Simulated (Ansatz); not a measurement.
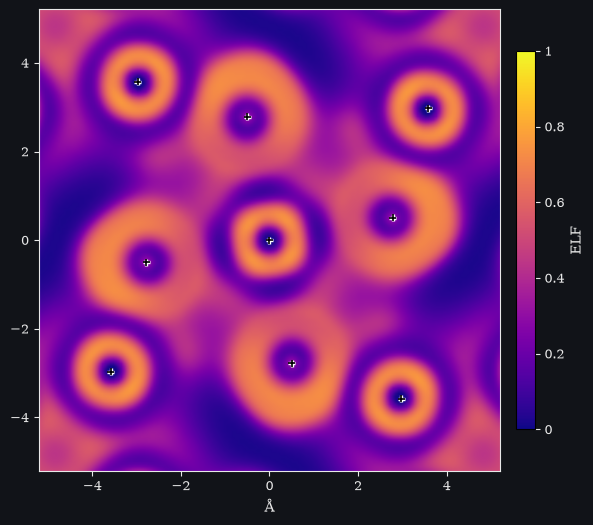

The electron localisation function on a plane through atoms (crosses mark nuclei in the plane).

All numbers below come from DFT LDA, scalar-relativistic, plane waves, PAW (Ansatz).

Candidates:
A. Ta5As4, a = 9.72 Å, b = 9.72 Å, c = 3.37 Å, α = 90.00°, β = 90.00°, γ = 90.00°. Space group I4/m; computed without spin polarisation.
B. Si, a = 2.61 Å, b = 3.61 Å, c = 13.48 Å, α = 90.00°, β = 90.00°, γ = 68.82°. Space group I4₁/amd; a structure from a database of computed crystals, not necessarily the ambient phase.

**Which system is this?**

Candidate A: Ta5As4 on the (001) plane of the conventional cell, which holds Ta and As. Ta–As (2.59 Å): the ELF is about 0.35 at the midpoint. Ta–As (2.83 Å): the ELF is about 0.30 at the midpoint (no localised pair shows between them).
